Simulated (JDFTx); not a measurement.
# A series of single points on CdS

System: CdS (P3m1, 2 atoms in the cell).
Method: Kohn-Sham DFT of a periodic cell, PBEsol, PseudoDojo-SR-PBEsol-0.4.1-standard, no spin polarisation (JDFTx 1.7.0 (patched build)).

The 7 runs differ only in the geometry, by an even scaling of the cell at fixed fractional positions. The structure derives from a Materials Project entry.

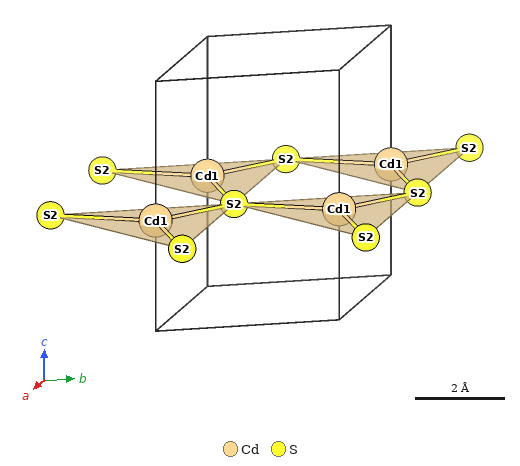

Figure 1. The structure of run 4 (polyhedral view of the cell of the calculation, seen slightly off an axis; polyhedra are completed across the faces of the cell; atoms are numbered from 1 in the order of the input). An atom can appear more than once, as a periodic image.

**Input of run 4**
```
lattice \
    8.0524434913    -4.0262217458     0.0000000000 \
    0.0000000000     6.9736206261     0.0000000000 \
    0.0000000000     0.0000000000    10.9682972366
coords-type Lattice
ion Cd     0.0000000000     0.0000000000     0.4426919200 1
ion S      0.6666666667     0.3333333333     0.4343080800 1

ion-species pseudo/Cd.upf
ion-species pseudo/S.upf
elec-cutoff 51 408
elec-ex-corr gga-PBEsol
kpoint-folding 7 7 5
elec-smearing Fermi 0.0018374661
elec-n-bands 19
electronic-SCF nIterations 100 energyDiffThreshold 1e-09
electronic-minimize nIterations 30 energyDiffThreshold 1e-7
forces-output-coords Cartesian

dump-name run.$VAR
dump End Ecomponents EigStats BandEigs Kpoints Forces Stress ElecDensity Dtot KEdensity
```

Command:
```bash
jdftx -c 1 -i CdS.in -o CdS.out
```

Run 5 differs from it as follows:
```diff
-    8.0524434913    -4.0262217458     0.0000000000 \
-    0.0000000000     6.9736206261     0.0000000000 \
-    0.0000000000     0.0000000000    10.9682972366
+    8.1057724859    -4.0528862430     0.0000000000 \
+    0.0000000000     7.0198048901     0.0000000000 \
+    0.0000000000     0.0000000000    11.0409370835
```

**Results, with one run withheld**

```csv
run,volume per atom (Å³),"free energy per atom, from the lowest run given (meV)",pressure (GPa),gap on the mesh (eV)
1,42.897,0.00,0.29,1.52
2,43.810,0.13,−0.37,1.49
3,44.722,3.84,−0.97,1.46
4,45.635,10.73,−1.49,1.42
5,46.548,?,?,?
6,47.460,32.68,−2.37,1.31
7,48.373,47.15,−2.74,1.23
```

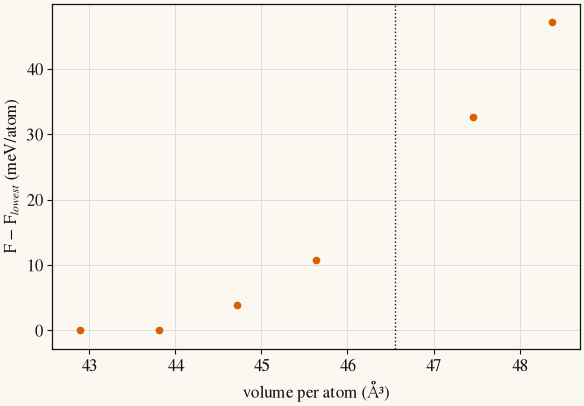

Figure 2. Free energy per atom of the runs given; the dotted line marks run 5.

Fit the runs given and predict run 5.

A cubic polynomial in V^(−2/3) (the Birch–Murnaghan form), fitted to the 6 runs given, misses them by under 0.01 meV per atom. With x = V^(−2/3) − 0.07856 Å⁻², it reads F = 8.7976 − 7287.2 x + 1.4277e+06 x² + 5.4701e+06 x³ (meV per atom). At run 5 it gives 20.46 meV per atom, and the run itself gives 20.44. The slope of the fit gives a pressure −dF/dV of −1.94 GPa there, and the run prints −1.96 GPa. The fit has its minimum at 43.318 Å³ per atom, where V d²F/dV² gives 31.7 GPa. Cell shape and fractional positions are held, so this is the stiffness under even scaling; the relaxed bulk modulus wasn't computed and can be far lower in a crystal of layers, chains or molecules like this one. The gap on the mesh goes, without turning, from 1.52 eV in run 1 to 1.23 eV in run 7; run 5 has 1.38 eV. These are gaps of this functional on this mesh, which can miss the band edges; they aren't the measured gap.

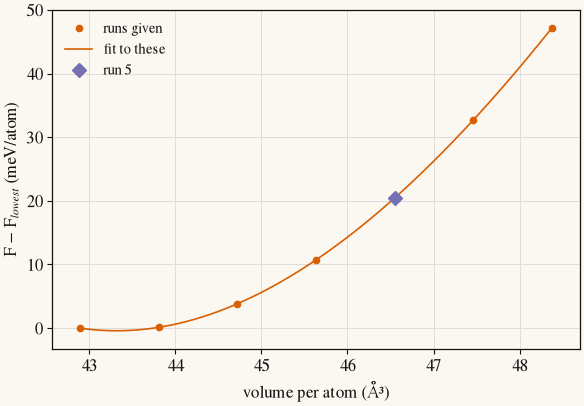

Figure 3. The fit and the withheld run.

**Some lines of the output (run 5)**
```
[...]
unit cell volume = 628.24
     Etot =     -178.2332344826684789
        F =     -178.2332344856164639
	HOMO-LUMO gap: +0.050818
	Optical gap  : +0.050949 at state 0 ( [ +0.000000 +0.000000 +0.000000 ] spin 0 )
```
